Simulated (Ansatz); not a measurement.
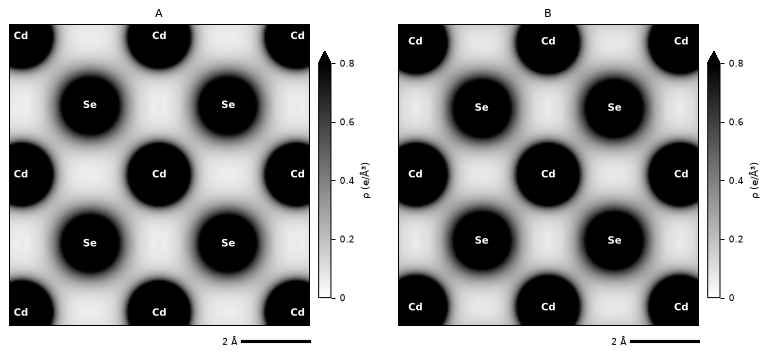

CdSe. The valence charge density (pseudo) of two cells that differ in size, on the (101) plane of each (indices in the axes of the calculation cell), at one length scale and on one colour scale: A has 25.0 Å³ an atom and B 22.2.

Computed with DFT PBE, scalar-relativistic, plane waves, PAW in Ansatz 0.2.0.

In a PAW calculation such maps are meaningful between the atoms, not at the nuclei.

What does the compression do to the bonding and the properties?

From the larger cell to the smaller, Cd–Se goes from 2.92 to 2.81 Å, and the density at its midpoint from 0.22 to 0.27 e/Å³; the pressure goes from −3.0 to 4.3 GPa.
